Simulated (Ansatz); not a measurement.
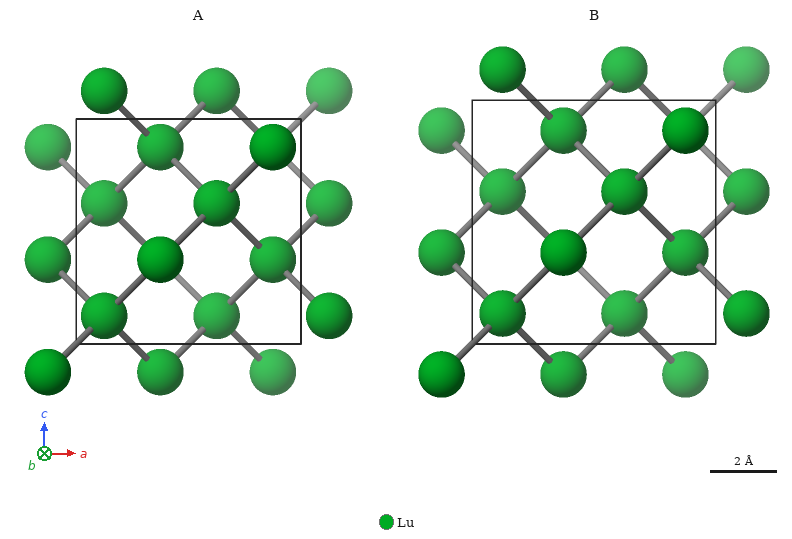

Two geometries of crystalline Lu (a generated structure, set up in Fd-3m), drawn at one scale. One is the start of a relaxation, the other its converged end. Style: ball-and-stick. Shown: the conventional cell (4 times the calculation's cell), along the b axis. Lengths and directions refer to the drawn axes.

Level of theory: Ansatz 0.2.0, DFT, PBE, plane waves (420 eV) with PAW, scalar-relativistic. Settings: plane-wave cutoff 420 eV; k-point mesh 8 × 8 × 8; occupations fermi dirac; smearing width 0.1 eV; no spin polarisation; cell and atoms relaxed; force threshold 0.01 eV/Å; at most 60 steps.

Question: Which geometry has the lower energy?

Answer: Structure B is the relaxed one. Phase: diamond. The atoms keep their places relative to the cell (all moves are under 0.005 Å). The volume changes by +27.4 %, with a = b = c 6.830 → 7.404 Å (+8.4 %). Among the contacts that change: Lu–Lu 2.957 → 3.206 Å. The space group stays Fd-3m (No. 227). The energy falls by 103 meV per atom in 3 accepted moves (4 points after the start). All forces vanish by symmetry, so only the cell relaxes. The pressure goes from 3.12 to 0.03 GPa. The SCF was repeated once at an unchanged geometry on a basis and grid sized afresh for the cell, which shifted the energy by 3.0 meV per atom at most. The run took 33 s on 1 thread of Intel(R) Xeon(R) Platinum 8259CL CPU @ 2.50GHz (Skylake/Cascade Lake), with other jobs on the host, peak memory 0.58 GiB.
